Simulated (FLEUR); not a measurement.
```yaml
crystal:
  lattice:
    - [6.57250, 0.00000, 0.00000]
    - [0.00000, 6.57250, 0.00000]
    - [0.00000, 0.00000, 5.96320]
  atoms:
    - { symbol: Hf, position: [0.00000, 0.00000, 0.00000] }
    - { symbol: Hf, position: [0.50000, 0.50000, 0.50000] }
    - { symbol: Hf, position: [0.00000, 0.50000, 0.25000] }
    - { symbol: Hf, position: [0.50000, 0.00000, 0.75000] }
    - { symbol: Si, position: [0.00000, 0.00000, 0.50000] }
    - { symbol: Si, position: [0.50000, 0.50000, 0.00000] }
    - { symbol: Si, position: [0.50000, 0.00000, 0.25000] }
    - { symbol: Si, position: [0.00000, 0.50000, 0.75000] }
    - { symbol: O, position: [0.31550, 0.50000, 0.18020] }
    - { symbol: O, position: [0.81550, 0.00000, 0.68020] }
    - { symbol: O, position: [0.00000, 0.31550, 0.93020] }
    - { symbol: O, position: [0.50000, 0.81550, 0.43020] }
    - { symbol: O, position: [0.18450, 0.00000, 0.68020] }
    - { symbol: O, position: [0.68450, 0.50000, 0.18020] }
    - { symbol: O, position: [0.50000, 0.18450, 0.43020] }
    - { symbol: O, position: [0.00000, 0.68450, 0.93020] }
    - { symbol: O, position: [0.31550, 0.00000, 0.06980] }
    - { symbol: O, position: [0.81550, 0.50000, 0.56980] }
    - { symbol: O, position: [0.00000, 0.18450, 0.31980] }
    - { symbol: O, position: [0.50000, 0.68450, 0.81980] }
    - { symbol: O, position: [0.68450, 0.00000, 0.06980] }
    - { symbol: O, position: [0.18450, 0.50000, 0.56980] }
    - { symbol: O, position: [0.00000, 0.81550, 0.31980] }
    - { symbol: O, position: [0.50000, 0.31550, 0.81980] }
```

Space group I4₁/amd; not relaxed (largest force 0.3 eV/Å).

Level of theory: FLEUR, Kohn-Sham DFT of a periodic cell, PBE, all-electron.

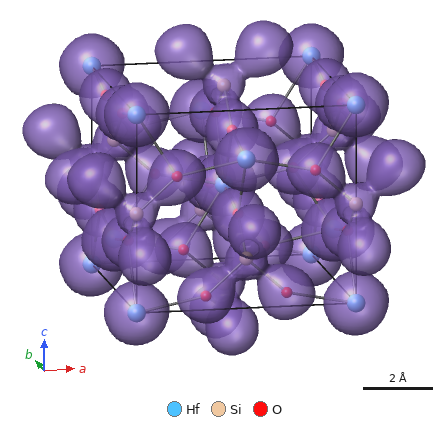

HfSiO$_{4}$. Isosurface of the electron density at 0.8 e/Å³ (purple), seen at an oblique angle. Sticks mark near contacts.

The calculation treats all electrons.

Question: What does this surface tell about the bonding?

Answer: At this value the density breaks into separate islands. It bridges the sampled Si–O (1.62 Å) contacts, where the density stays above the isovalue. It is pinched off along the sampled Hf–O (2.11 Å) and Hf–O (2.26 Å) contacts. On the grid the lowest density along these lines, outside the cores, is 1.1 e/Å³ (Si–O, 1.62 Å), 0.62 e/Å³ (Hf–O, 2.11 Å) and 0.45 e/Å³ (Hf–O, 2.26 Å).
